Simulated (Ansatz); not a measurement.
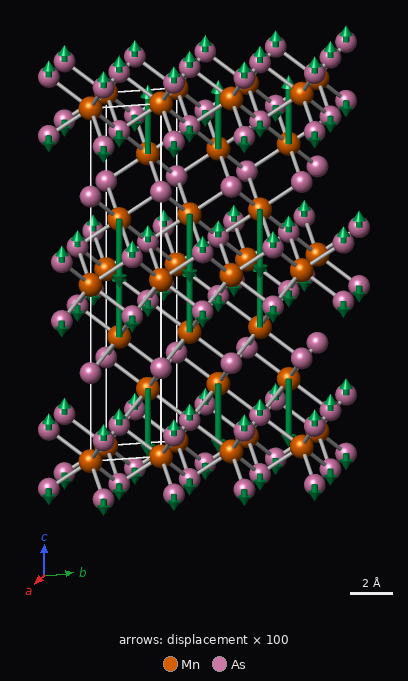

A relaxation of a crystal of MnAs (a generated structure, set up in P6_3/mmc). The starting structure is drawn; green arrows show the displacements (the part carried along by the change of the cell is left out), magnified 100 times.

The picture is a ball-and-stick view of the cell of the calculation, repeated 1 × 3 × 1 with one cell outlined, seen slightly off an axis.

Case: stacking ABCACB.

Level of theory: DFT PBEsol, scalar-relativistic, plane waves, PAW in Ansatz 0.2.0.

Input file:
```yaml
crystal:
  lattice:
    - [3.5795096409, 0.0, 0.0]
    - [-1.7897548204, 3.0999462821, 0.0]
    - [0.0, 0.0, 17.4951853108]
  atoms:
    - { symbol: Mn, position: [0.0, 0.0, 0.0], spin: 3.72 }
    - { symbol: As, position: [0.6666666667, 0.3333333333, 0.0833333333] }
    - { symbol: Mn, position: [0.3333333333, 0.6666666667, 0.1666666667], spin: 3.72 }
    - { symbol: As, position: [0.0, 0.0, 0.25] }
    - { symbol: Mn, position: [0.6666666667, 0.3333333333, 0.3333333333], spin: 3.72 }
    - { symbol: As, position: [0.3333333333, 0.6666666667, 0.4166666667] }
    - { symbol: Mn, position: [0.0, 0.0, 0.5], spin: 3.72 }
    - { symbol: As, position: [0.3333333333, 0.6666666667, 0.5833333333] }
    - { symbol: Mn, position: [0.6666666667, 0.3333333333, 0.6666666667], spin: 3.72 }
    - { symbol: As, position: [0.0, 0.0, 0.75] }
    - { symbol: Mn, position: [0.3333333333, 0.6666666667, 0.8333333333], spin: 3.72 }
    - { symbol: As, position: [0.6666666667, 0.3333333333, 0.9166666667] }
basis:
  ecutwfc: 420
kpoints:
  mp_grid: { grid: [12, 12, 2] }
hamiltonian:
  xc: pbesol
scf:
  occupations: { method: gaussian, width: 0.1 }
output:
  forces: true
  stress: true
  eigenvalues: true
  populations: true
magnetization:
  spin_polarized: true
relax:
  adjacent_minimum: "off"
  f_tol: 0.01
  max_steps: 45
  cell: { stress_tol: 0.05 }
```

Command:
```bash
ansatz run input.yaml --threads 2 --pin off --max-ram 4096MiB --backend cpu --events-out ev --progress --plain --runs-dir out
```

Describe the change and its energy.

Answer. The largest moves relative to the cell, 0.034 Å, are those of Mn3, Mn5, Mn9 and Mn11. Mn5 goes along +c. Largest moves by element: Mn 0.034 Å, As 0.008 Å. Cell: a = b 3.580 → 3.564 Å (−0.4 %), c 17.495 → 17.621 Å (+0.7 %). Volume −0.1 %. Among the contacts that change: As2–Mn3 2.529 → 2.504 Å, As10–Mn11 2.529 → 2.548 Å. The space group stays P6_3/mmc (No. 194). Over 4 accepted moves (5 points after the start) the energy falls by 1.9 meV per atom. Largest force component: 0.23 eV/Å at the start, 0.0006 eV/Å at the end. The pressure goes from −0.01 to 0.01 GPa. At 1 point the geometry stayed and the basis and grid were re-selected for the new cell (energy shift of less than 0.05 meV per atom at most each time). Cost: 8.3 min on 2 threads of Arm Neoverse V1, with other jobs on the host, peak memory 1.5 GiB.
